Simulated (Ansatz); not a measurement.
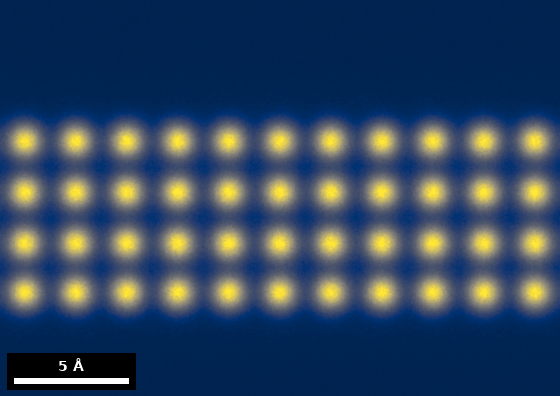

Cross-section of a slab, seen along a direction in its plane, the normal pointing up. Simulated incoherent Z contrast: every atom adds Z^1.7 spread by a probe of 1.20 Å full width; channelling and multiple scattering are left out. The probe carries 15 % of its weight in a tail 2.5 times as wide. Shot noise was added. Atomic positions: the geometry relaxed in a fixed cell under constraints with Ansatz, DFT PBEsol, scalar-relativistic, plane waves, PAW. The model holds W.

**How many atomic planes does the slab have, and what do they hold from top to bottom?**

4 planes (atoms within 0.35 Å in height count as one plane):

| plane | content | depth below the top plane (Å) |
| --- | --- | --- |
| 1 | W | 0.0 |
| 2 | W | 2.2 |
| 3 | W | 4.5 |
| 4 | W | 6.6 |

**How thick is it, and how does it end on either side?**

The outermost planes are 6.6 Å apart. The upper face ends in W and the lower in W, so the sequence of planes is the same from both sides.

The model is a (110) slab of W (Im-3m).
